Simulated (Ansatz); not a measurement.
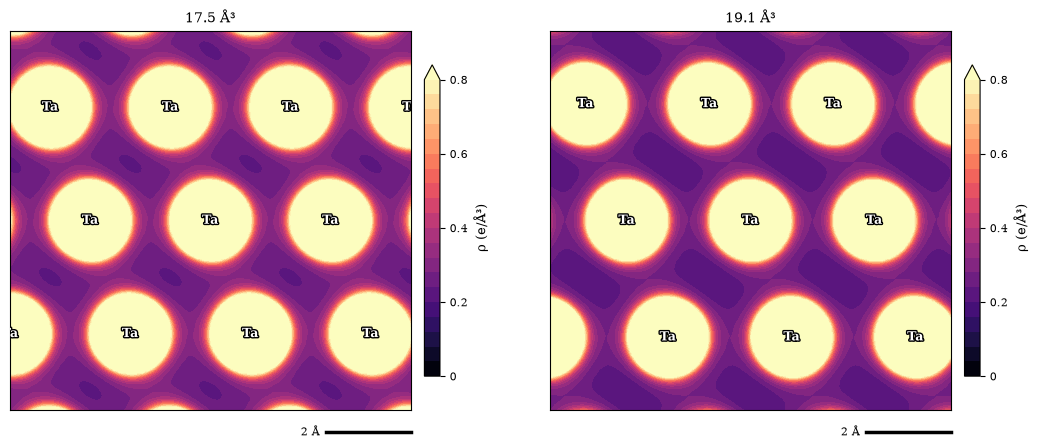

Ta. The valence charge density (pseudo) of cells scaled evenly to different volumes (given per atom above each panel), on the (100) plane of each (indices in the axes of the cell below), at one length scale and on one colour scale.

Computed without spin polarisation.

Method: DFT r2SCAN, scalar-relativistic, plane waves, PAW in Ansatz 0.2.0.

The largest cell:

```
Ta
1.0
    -1.68469    1.68469    1.68469
     1.68469   -1.68469    1.68469
     1.68469    1.68469   -1.68469
Ta
1
Direct
  0.00000 0.00000 0.00000
```

| volume (Å³/atom) | Ta–Ta contact in the plane (Å) | ρ at its midpoint (e/Å³) | pressure (GPa) | 
| --- | --- | --- | --- |
| 17.50 | 2.833 | 0.314 | 6.5 | 
| 18.04 | 2.862 | ? | ? | 
| 19.13 | 2.918 | 0.279 | −10.6 | 

> Estimate the missing row, and compare with the calculation.

Over the known rows ln ρ falls by 1.39 per Å of Ta–Ta distance (the line through the two), which gives 0.302 e/Å³ at 2.862 Å; the calculation gives 0.302 e/Å³. For the pressure, a straight line in volume between the neighbouring rows gives 0.8 GPa; the calculation gives 0.0, lower because pressure rises ever faster on compression.
